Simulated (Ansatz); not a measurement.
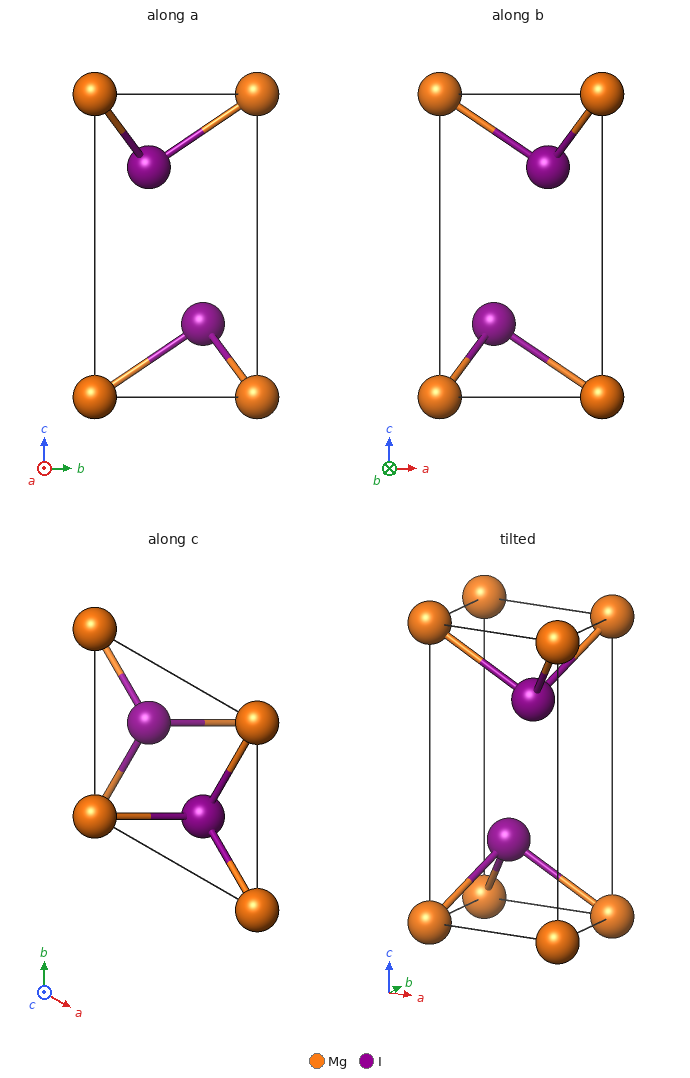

The crystal in a ball-and-stick representation, seen along the a axis, along the b axis, along the c axis and slightly off an axis. Lines trace the edges of the conventional unit cell.

Lattice parameters: a = 4.220 Å, b = 4.220 Å, c = 6.822 Å, α = 90.00°, β = 90.00°, γ = 120.00°.

> Give the structure in the form of a table of Wyckoff sites, with free fractional coordinates to two decimals.

Space group P-3m1 (No. 164).
```csv
atom,site,x,y,z
Mg,1a,0.00,0.00,0.00
I,2d,0.3333,0.6667,0.24
```

The structure was taken from a structure type filled with these elements by a generator (whether the compound takes this form wasn't checked). The cell was then strained or its atoms displaced on purpose. An electronic-structure calculation with Ansatz was run on it.
